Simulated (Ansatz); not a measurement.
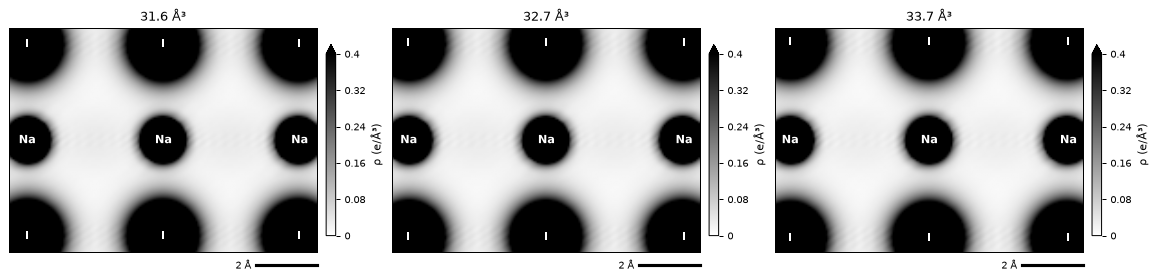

NaI. The valence charge density (pseudo) of cells scaled evenly to different volumes (given per atom above each panel), on the (11̄0) plane of each (indices in the axes of the cell below), at one length scale and on one colour scale.

These are results of DFT PBE, scalar-relativistic, plane waves, PAW in Ansatz, not measurements.

The largest cell:

```
Na I
1.0
     0.00000    3.32811    3.32811
     3.32811    0.00000    3.32811
     3.32811    3.32811    0.00000
Na I
1 1
Direct
  0.00000 0.00000 0.00000
  0.50000 0.50000 0.50000
```

| volume (Å³/atom) | Na–I contact in the plane (Å) | ρ at its midpoint (e/Å³) | pressure (GPa) | gap on the mesh (eV) | 
| --- | --- | --- | --- | --- |
| 31.65 | 3.163 | 0.142 | 1.8 | 3.84 | 
| 32.69 | 3.197 | 0.135 | 1.1 | 3.74 | 
| 33.73 | 3.231 | 0.128 | 0.5 | 3.66 | 
| 34.78 | 3.264 | ? | ? | ? | 
| 36.86 | 3.328 | 0.109 | −0.8 | 3.44 | 

What values belong in the row with question marks?

Over the known rows ln ρ falls by 1.61 per Å of Na–I distance (a least-squares line), which gives 0.121 e/Å³ at 3.264 Å; the calculation gives 0.121 e/Å³. For the pressure, a straight line in volume between the neighbouring rows gives 0.1 GPa; the calculation gives 0.0. For the gap on the mesh, a straight line in volume between the neighbouring rows gives 3.59 eV; the calculation gives 3.58.
